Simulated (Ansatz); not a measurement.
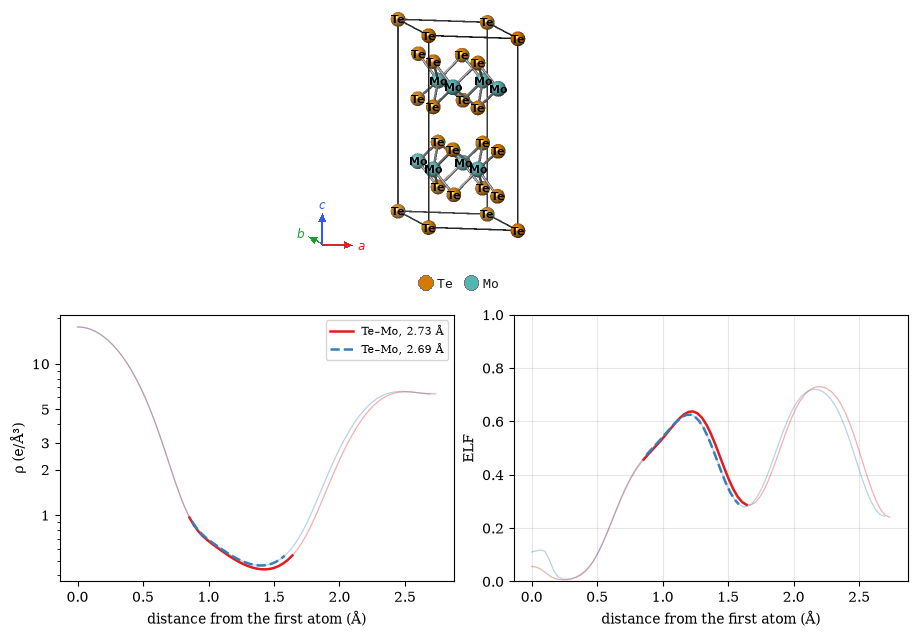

Figure 1: Te$_{17}$Mo$_{8}$ (cell charge −2, with a compensating background) (cell with a defect). Valence charge density (pseudo) and ELF along straight lines between neighbouring atoms. Thin, pale parts lie inside the atomic spheres. The structure is drawn too.

Computed without spin polarisation.

Method: DFT PBE, scalar-relativistic, plane waves, PAW in Ansatz.

In a PAW calculation such maps are meaningful between the atoms, not at the nuclei.

The calculation's input:

```
crystal:
  lattice:
    - [-3.5566632816, -6.1603215093, 0.0]
    - [7.1133265633, 1.0e-10, 0.0]
    - [0.0, 0.0, 15.3316105713]
  atoms:
    - { symbol: Te, position: [0.1665682193, 0.8354217069, 0.6032176942] }
    - { symbol: Te, position: [0.1665653892, 0.3322099847, 0.6032033745] }
    - { symbol: Te, position: [0.6697077985, 0.8353843447, 0.6031839453] }
    - { symbol: Te, position: [0.6676496106, 0.3344327128, 0.6041351619] }
    - { symbol: Te, position: [0.3431660293, 0.16858725, 0.1603212328] }
    - { symbol: Te, position: [0.3349994357, 0.6663571649, 0.1589841012] }
    - { symbol: Te, position: [0.8315463272, 0.1605088385, 0.1590746784] }
    - { symbol: Te, position: [0.8349126688, 0.6680728493, 0.1606736903] }
    - { symbol: Te, position: [0.3328705624, 0.1654457888, 0.3954521704] }
    - { symbol: Te, position: [0.3350015611, 0.6663471007, 0.3944751128] }
    - { symbol: Te, position: [0.8360124636, 0.1654534795, 0.3954395458] }
    - { symbol: Te, position: [0.8360472133, 0.668667024, 0.3954724685] }
    - { symbol: Te, position: [0.1732382667, 0.835736736, 0.8366436881] }
    - { symbol: Te, position: [0.1701960882, 0.3410766632, 0.8364642101] }
    - { symbol: Te, position: [0.6672811815, 0.8355824142, 0.837470197] }
    - { symbol: Te, position: [0.6676541506, 0.3344497515, 0.8396606706] }
    - { symbol: Mo, position: [0.1679684593, 0.8334506533, 0.277432176] }
    - { symbol: Mo, position: [0.1678532474, 0.3322154588, 0.2773504242] }
    - { symbol: Mo, position: [0.6691456194, 0.8335385168, 0.2773743782] }
    - { symbol: Mo, position: [0.668351569, 0.3332111993, 0.2815750142] }
    - { symbol: Mo, position: [0.3335756506, 0.1673999205, 0.7212478175] }
    - { symbol: Mo, position: [0.3342989798, 0.6676548781, 0.7170891156] }
    - { symbol: Mo, position: [0.8346281454, 0.1673111268, 0.7212344271] }
    - { symbol: Mo, position: [0.8346276291, 0.6685330865, 0.7212706457] }
    - { symbol: Te, position: [-0.0033725807, -0.0049595629, 0.0007207712] }
  host:
    lattice:
      - [3.5566632817, 0.0, 0.0]
      - [-1.7783316409, 3.0801607546, 0.0]
      - [0.0, 0.0, 15.3316105713]
    atoms:
      - { symbol: Te, position: [0.3333333333, 0.6666666667, 0.6320701713] }
      - { symbol: Te, position: [0.6666666667, 0.3333333333, 0.1320701713] }
      - { symbol: Te, position: [0.6666666667, 0.3333333333, 0.3679298287] }
      - { symbol: Te, position: [0.3333333333, 0.6666666667, 0.8679298287] }
      - { symbol: Mo, position: [0.3333333333, 0.6666666667, 0.25] }
      - { symbol: Mo, position: [0.6666666667, 0.3333333333, 0.75] }
total_charge: -2
basis:
  ecutwfc: 420
  xc_grid: 2
kpoints:
  mp_grid: { grid: [2, 2, 2], shift: [0.0, 0.0, 0.0] }
hamiltonian:
  xc: pbe
scf:
  occupations: { method: gaussian, width: 0.01 }
output:
  forces: true
  stress: false
  eigenvalues: true
  charged_corrections:
    defect_position: [0.0, 0.0, 0.0]
    epsilon: [[19.933, 0.0, 0.0], [0.0, 19.933, 0.0], [0.0, 0.0, 6.4737]]
  write_density: true
  write_potential: true
  elf: true
  volumetric_format: npy
relax:
  adjacent_minimum: "off"
  f_tol: 0.025
  max_steps: 45
```

Command:

```sh
ansatz run input.yaml --threads 4 --pin off --max-ram 10240MiB --backend cpu --events-out ev --progress --plain --runs-dir out
```

The fields are those of the run's last geometry, not of the input's.

### What can be read from the curves?

Te–Mo (2.73 Å): ρ at the midpoint is about 0.44 e/Å³; the ELF peaks at about 0.65 in the valence shell of Te, 1.2 Å from its nucleus, and is about 0.55 at the midpoint.
Te–Mo (2.69 Å): ρ is about 0.47 e/Å³ halfway; the ELF is about 0.55 at the midpoint.
